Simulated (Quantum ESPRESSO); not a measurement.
## MoP: band-structure run (part 3 of 3)

Continued. System: MoP (2 atoms in the cell). Method: Kohn-Sham DFT of a periodic cell, PBE, spin-orbit coupling, PseudoDojo 0.4 FR PBE standard, no spin polarisation (Quantum ESPRESSO 7.5); cutoff 1088.45 eV, 10×10×8 k-mesh, fermi-dirac of 0.05 eV. The structure derives from an entry of the Crystallography Open Database.

Geometry of the input (Å; fractional positions):
```
3.2230  0.0000  0.0000
-1.6115  2.7912  0.0000
0.0000  0.0000  3.1910
Mo 0.0000  0.0000  0.0000
P  0.3333  0.6667  0.5000
```

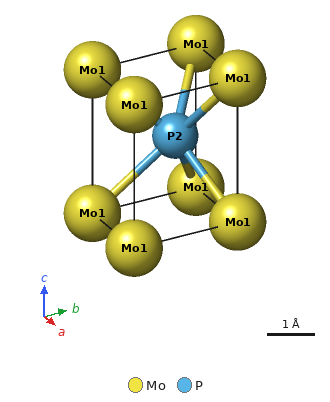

**Figure 1.** The structure as given in the input (ball-and-stick view of the cell of the calculation, seen slightly off an axis; atoms are numbered from 1 in the order of the input). An atom can appear more than once, as a periodic image.

What the program printed, continued
```
          k = 0.1314 0.5308 0.1658 (  2341 PWs)   bands (ev):

   -43.7442 -43.7442 -19.6115 -19.6044 -17.1969 -17.1936 -17.0755 -17.0680
     5.5442   5.5698  11.0926  11.1140  13.1287  13.1549  14.1357  14.1843
    15.2516  15.3250  17.1048  17.1843  19.1967  19.2731  19.9271  20.0035
    21.2983  21.3275  25.3045  25.3256  26.1058  26.2301  28.5619  28.6229

          k = 0.1314 0.5308 0.3317 (  2341 PWs)   bands (ev):

   -43.7373 -43.7373 -19.6329 -19.6265 -17.2392 -17.2361 -17.0831 -17.0723
     5.8278   5.8530  11.2378  11.2505  12.6046  12.6680  13.7555  13.7917
    15.2298  15.3093  17.6250  17.6975  19.0627  19.1498  20.6312  20.7320
    21.5493  21.6577  24.3059  24.3400  26.8402  26.9359  28.0722  28.1872

          k = 0.1314 0.5308 0.4975 (  2341 PWs)   bands (ev):

   -43.7304 -43.7304 -19.6559 -19.6503 -17.2899 -17.2862 -17.0781 -17.0669
     6.1080   6.1237  11.1802  11.2092  12.3284  12.3854  13.5250  13.5563
    15.3976  15.4663  18.0435  18.0974  18.8637  18.9451  20.7209  20.8212
    22.6100  22.7015  23.8760  23.9120  26.1637  26.2081  26.9562  27.0646

          k = 0.1314 0.5308-0.6633 (  2328 PWs)   bands (ev):

   -43.7275 -43.7275 -19.6659 -19.6607 -17.3112 -17.3077 -17.0744 -17.0634
     6.2252   6.2276  11.1518  11.1816  12.1629  12.1694  13.6133  13.6316
    15.3971  15.4214  18.1951  18.2399  19.2326  19.2405  20.2582  20.2934
    23.3940  23.4400  24.1975  24.2257  25.0743  25.0921  26.3560  26.4801

          k = 0.1314 0.6825 0.0000 (  2355 PWs)   bands (ev):

   -43.7413 -43.7413 -19.6230 -19.6138 -17.2230 -17.2131 -17.0743 -17.0710
     6.0557   6.0935  10.3442  10.3548  13.4729  13.5089  13.5290  13.5463
    16.1292  16.1592  16.7183  16.7499  18.7829  18.7879  19.5686  19.6117
    22.4267  22.4592  24.0783  24.1201  26.4532  26.4614  28.8897  28.8974

          k = 0.1314 0.6825 0.1658 (  2340 PWs)   bands (ev):

   -43.7385 -43.7385 -19.6307 -19.6218 -17.2297 -17.2227 -17.0878 -17.0818
     6.1152   6.1552  10.4297  10.4581  12.9088  12.9389  14.0447  14.0832
    15.2306  15.2688  17.7272  17.7967  19.1257  19.1863  19.5234  19.6062
    21.7114  21.7384  24.6564  24.7493  26.3064  26.3364  28.4535  28.4851

          k = 0.1314 0.6825 0.3317 (  2339 PWs)   bands (ev):

   -43.7317 -43.7317 -19.6502 -19.6422 -17.2604 -17.2569 -17.1045 -17.0935
     6.2329   6.2684  10.6443  10.6553  12.6253  12.7030  13.5480  13.5748
    15.4332  15.4927  18.4782  18.5504  19.0006  19.0898  20.3654  20.4203
    21.4043  21.4917  24.0523  24.1048  26.3669  26.4098  28.1130  28.1826

          k = 0.1314 0.6825 0.4975 (  2339 PWs)   bands (ev):

   -43.7249 -43.7249 -19.6713 -19.6643 -17.3046 -17.3010 -17.1049 -17.0923
     6.3082   6.3276  10.9436  10.9792  12.1505  12.2191  13.3553  13.3856
    15.9107  15.9712  18.8296  18.9077  18.9515  19.0288  20.7816  20.8905
    22.4646  22.5546  23.1323  23.1638  24.9569  24.9885  26.7760  26.8474

          k = 0.1314 0.6825-0.6633 (  2342 PWs)   bands (ev):

   -43.7221 -43.7221 -19.6805 -19.6740 -17.3242 -17.3208 -17.1024 -17.0897
     6.3291   6.3324  11.3214  11.3590  11.6580  11.6625  13.4386  13.4541
    16.0476  16.0833  19.0547  19.0633  19.2468  19.3089  20.7400  20.7847
    22.5756  22.5820  23.3787  23.4402  24.7529  24.7766  25.2602  25.3570

          k = 0.2627 0.4550 0.0000 (  2341 PWs)   bands (ev):

   -43.7480 -43.7480 -19.6008 -19.5905 -17.1705 -17.1633 -17.0762 -17.0687
     5.3192   5.3507  11.2358  11.2532  13.6997  13.7698  13.9193  13.9416
    15.5245  15.5465  16.7012  16.7475  18.4496  18.4955  19.6829  19.7737
    22.1130  22.1555  25.0897  25.1319  27.2804  27.3630  28.4430  28.4612

          k = 0.2627 0.4550 0.1658 (  2341 PWs)   bands (ev):

   -43.7451 -43.7451 -19.6092 -19.5994 -17.1816 -17.1792 -17.0859 -17.0741
     5.4464   5.4775  11.4158  11.4432  13.1076  13.1212  13.8396  13.8777
    15.4662  15.5789  16.7298  16.8506  19.1565  19.2485  19.9114  20.0121
    21.5519  21.5907  25.5964  25.6087  26.7955  26.9167  28.1623  28.1916

          k = 0.2627 0.4550 0.3317 (  2340 PWs)   bands (ev):

   -43.7382 -43.7382 -19.6308 -19.6221 -17.2291 -17.2252 -17.0900 -17.0737
     5.7596   5.7866  11.7611  11.7959  12.2327  12.2441  13.5697  13.6065
    15.2707  15.3582  17.4568  17.5496  19.4913  19.5160  20.2643  20.3427
    21.6554  21.7577  24.8182  24.8423  27.1374  27.2495  27.9555  28.0599

          k = 0.2627 0.4550 0.4975 (  2340 PWs)   bands (ev):

   -43.7313 -43.7313 -19.6540 -19.6464 -17.2832 -17.2779 -17.0820 -17.0658
     6.0855   6.1013  11.3885  11.4229  12.0896  12.1028  13.6185  13.6630
    15.2569  15.3283  18.0149  18.0838  19.1685  19.2105  20.2903  20.3472
    22.5802  22.6692  24.6709  24.7428  26.0521  26.2244  26.9601  27.0188

          k = 0.2627 0.4550-0.6633 (  2330 PWs)   bands (ev):

   -43.7285 -43.7285 -19.6641 -19.6569 -17.3055 -17.3001 -17.0774 -17.0616
     6.2281   6.2314  11.1639  11.2059  11.9992  12.0044  13.9250  13.9475
    15.1573  15.1847  18.2039  18.2612  19.2127  19.2234  20.0828  20.1300
    23.2877  23.3422  24.7055  24.8021  25.6522  25.7136  25.8997  26.0656

          k = 0.2627 0.6067 0.0000 (  2338 PWs)   bands (ev):

   -43.7413 -43.7413 -19.6244 -19.6094 -17.2065 -17.1882 -17.0975 -17.0945
     6.0025   6.0613  10.7385  10.7425  13.0756  13.1503  13.6565  13.6841
    16.2088  16.2705  16.3579  16.3941  18.1718  18.1732  19.4394  19.5025
    23.0744  23.1279  24.9517  24.9900  27.9933  28.0331  28.4302  28.4365

          k = 0.2627 0.6067 0.1658 (  2346 PWs)   bands (ev):

   -43.7385 -43.7385 -19.6320 -19.6177 -17.2099 -17.1988 -17.1139 -17.1046
     6.0681   6.1234  10.9090  10.9368  12.7213  12.7488  13.5452  13.5585
    15.5538  15.6158  17.2142  17.2949  18.8307  18.8959  19.5068  19.6028
    22.3736  22.4272  25.6102  25.6758  26.7345  26.8039  28.4947  28.5795

          k = 0.2627 0.6067 0.3317 (  2339 PWs)   bands (ev):

   -43.7317 -43.7317 -19.6513 -19.6386 -17.2412 -17.2381 -17.1307 -17.1102
     6.2133   6.2550  11.1639  11.1896  12.3310  12.3626  13.0915  13.1205
    15.4866  15.5480  18.3070  18.3970  19.2311  19.2773  20.2180  20.2407
    21.7988  21.8432  24.5466  24.6239  26.6876  26.7621  27.7473  27.8449

          k = 0.2627 0.6067 0.4975 (  2332 PWs)   bands (ev):

   -43.7249 -43.7249 -19.6723 -19.6611 -17.2921 -17.2854 -17.1261 -17.1036
     6.3379   6.3583  11.1506  11.1711  11.8201  11.8601  13.4735  13.5193
    15.6368  15.6968  19.1227  19.1616  19.1846  19.2727  20.4920  20.5743
    22.2284  22.3265  23.6097  23.6823  25.2876  25.4468  26.6004  26.6559

          k = 0.2627 0.6067-0.6633 (  2328 PWs)   bands (ev):

   -43.7221 -43.7221 -19.6814 -19.6709 -17.3136 -17.3065 -17.1218 -17.0996
     6.3847   6.3902  11.2198  11.2204  11.4491  11.5110  13.9176  13.9384
    15.6355  15.6713  19.1513  19.1603  19.4732  19.5719  20.4521  20.5155
    22.8560  22.8778  23.2891  23.3499  24.5142  24.6701  25.9078  25.9122

          k = 0.2627 0.7584 0.0000 (  2352 PWs)   bands (ev):

   -43.7388 -43.7388 -19.6335 -19.6167 -17.2214 -17.1982 -17.1043 -17.1038
     6.3184   6.3943  10.5091  10.5315  12.7813  12.8523  13.5704  13.6001
    16.1742  16.2390  16.6010  16.6521  18.2729  18.2919  19.0412  19.0951
    23.4340  23.4916  25.1221  25.1586  27.8552  27.8596  28.5473  28.5581

          k = 0.2627 0.7584 0.1658 (  2336 PWs)   bands (ev):

   -43.7360 -43.7360 -19.6407 -19.6246 -17.2224 -17.2064 -17.1228 -17.1158
     6.3510   6.4206  10.6746  10.7111  12.5637  12.5947  13.4197  13.4251
    15.5362  15.5632  17.7762  17.8341  18.5394  18.5862  19.2232  19.3007
    22.7460  22.8020  25.4299  25.5498  27.2790  27.3150  28.2292  28.2445

          k = 0.2627 0.7584 0.3317 (  2343 PWs)   bands (ev):

   -43.7292 -43.7292 -19.6593 -19.6449 -17.2459 -17.2431 -17.1456 -17.1243
     6.4131   6.4624  10.8838  10.9059  12.5452  12.6163  12.7462  12.7775
    15.6231  15.6651  18.8003  18.8694  19.0398  19.0519  20.0323  20.0610
    21.9755  22.0032  24.3326  24.4348  26.5560  26.6710  27.7888  27.8471

          k = 0.2627 0.7584 0.4975 (  2328 PWs)   bands (ev):

   -43.7224 -43.7224 -19.6793 -19.6668 -17.2950 -17.2879 -17.1431 -17.1184
     6.4506   6.4728  10.8868  10.8968  11.8666  11.9150  13.4331  13.4757
    15.9195  15.9726  18.9824  19.0228  19.7957  19.8735  20.6215  20.6572
    22.2097  22.3057  22.8632  22.9311  24.7579  24.8923  26.8417  26.8731

          k = 0.2627 0.7584-0.6633 (  2316 PWs)   bands (ev):

   -43.7196 -43.7196 -19.6881 -19.6763 -17.3162 -17.3086 -17.1389 -17.1144
     6.4598   6.4665  10.9191  10.9213  11.5252  11.5941  13.9111  13.9313
    16.0145  16.0613  19.0823  19.0859  20.1975  20.3162  20.6806  20.7572
    21.9837  21.9922  23.0427  23.1090  23.8394  23.9709  26.1570  26.1619

          k = 0.3941 0.6825 0.0000 (  2335 PWs)   bands (ev):

   -43.7378 -43.7378 -19.6372 -19.6175 -17.2154 -17.1796 -17.1297 -17.1218
     6.4110   6.5026  10.7696  10.7873  12.3010  12.3939  13.6225  13.6611
    15.9228  15.9952  17.0234  17.1242  17.9032  17.9478  18.6520  18.7222
    23.9945  24.0673  25.8666  25.9004  28.2605  28.2806  28.7792  28.8186

          k = 0.3941 0.6825 0.1658 (  2329 PWs)   bands (ev):

   -43.7350 -43.7350 -19.6443 -19.6254 -17.2107 -17.1850 -17.1456 -17.1446
     6.4335   6.5155  11.0524  11.0844  12.0563  12.1235  13.2371  13.2695
    15.7181  15.7439  17.7139  17.7626  18.4072  18.4748  18.8937  19.0106
    23.3381  23.4118  26.5558  26.5645  26.7936  26.8615  28.5482  28.6129

          k = 0.3941 0.6825 0.3317 (  2338 PWs)   bands (ev):

   -43.7283 -43.7283 -19.6625 -19.6457 -17.2317 -17.2246 -17.1755 -17.1447
     6.4809   6.5361  11.1808  11.2197  12.1961  12.2324  12.5570  12.5984
    15.7290  15.7611  18.5619  18.5872  19.2769  19.2987  19.9028  19.9543
    22.4044  22.4409  24.5695  24.6575  26.1820  26.3255  28.4524  28.5165

          k = 0.3941 0.6825 0.4975 (  2330 PWs)   bands (ev):

   -43.7215 -43.7215 -19.6822 -19.6675 -17.2871 -17.2761 -17.1649 -17.1331
     6.5178   6.5413  10.7860  10.7985  11.8341  11.9042  13.4579  13.4886
    15.9072  15.9522  18.9192  18.9264  20.2450  20.3002  20.7621  20.8330
    21.9627  22.0426  22.7694  22.8497  24.4050  24.5543  27.7467  27.7843

          k = 0.3941 0.6825-0.6633 (  2320 PWs)   bands (ev):

   -43.7187 -43.7187 -19.6908 -19.6769 -17.3097 -17.2986 -17.1585 -17.1277
     6.5300   6.5383  10.6242  10.6280  11.6248  11.7089  14.1019  14.1237
    15.9827  16.0297  19.0030  19.0061  20.6201  20.7032  20.8877  21.0080
    21.9014  21.9026  22.9071  22.9431  23.0487  23.0858  27.3854  27.3858

     the Fermi energy is    17.3934 ev

!    total energy              =    -154.49673879 Ry
     estimated scf accuracy    <          2.9E-10 Ry
     smearing contrib. (-TS)   =      -0.00032492 Ry
     internal energy E=F+TS    =    -154.49641387 Ry

     The total energy is F=E-TS. E is the sum of the following terms:
     one-electron contribution =     -27.98832040 Ry
     hartree contribution      =      24.86092502 Ry
     xc contribution           =     -24.95136692 Ry
     ewald contribution        =    -126.41765158 Ry

     convergence has been achieved in   8 iterations

     Forces acting on atoms (cartesian axes, Ry/au):

     atom    1 type  1   force =     0.00000000    0.00000000    0.00000000
     atom    2 type  2   force =     0.00000000    0.00000000    0.00000000

     Total force =     0.000000     Total SCF correction =     0.000000

     Computing stress (Cartesian axis) and pressure

          total   stress  (Ry/bohr**3)                   (kbar)     P=       29.47
   0.00021375   0.00000000   0.00000000           31.44        0.00        0.00
   0.00000000   0.00021375  -0.00000000            0.00       31.44       -0.00
  -0.00000000   0.00000000   0.00017347           -0.00        0.00       25.52

=------------------------------------------------------------------------------=
   JOB DONE.
=------------------------------------------------------------------------------=
```

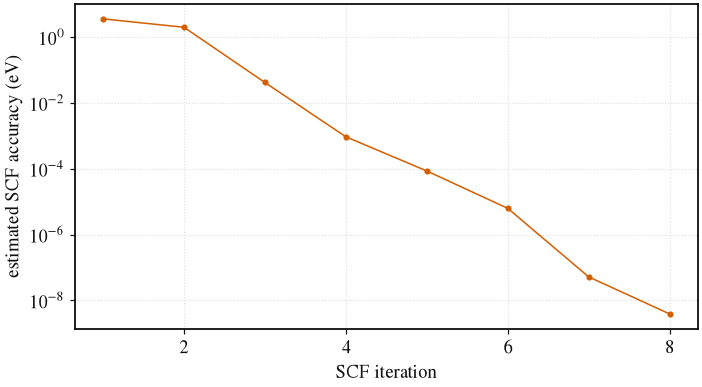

**Figure 2.** Convergence of the self-consistent field: estimated SCF accuracy against the iteration. The field takes 8 iterations in all.

Key numbers

```json
{"quantity": "outcome", "value": "converged"}
{"quantity": "space group (tolerance 0.01 Å)", "value": "P-6m2 (187)"}
{"quantity": "electrons treated", "value": "19"}
{"quantity": "free energy", "value": "−2102.0352 eV"}
{"quantity": "Fermi energy", "value": "17.393 eV"}
{"quantity": "gap on the k-point mesh", "value": "none (metallic)"}
{"quantity": "pressure", "value": "2.95 GPa"}
{"quantity": "largest force (length of the vector)", "value": "under 0.001 eV/Å"}
{"quantity": "wall time", "value": "4.8 min"}
{"quantity": "peak memory", "value": "0.24 GiB"}
```
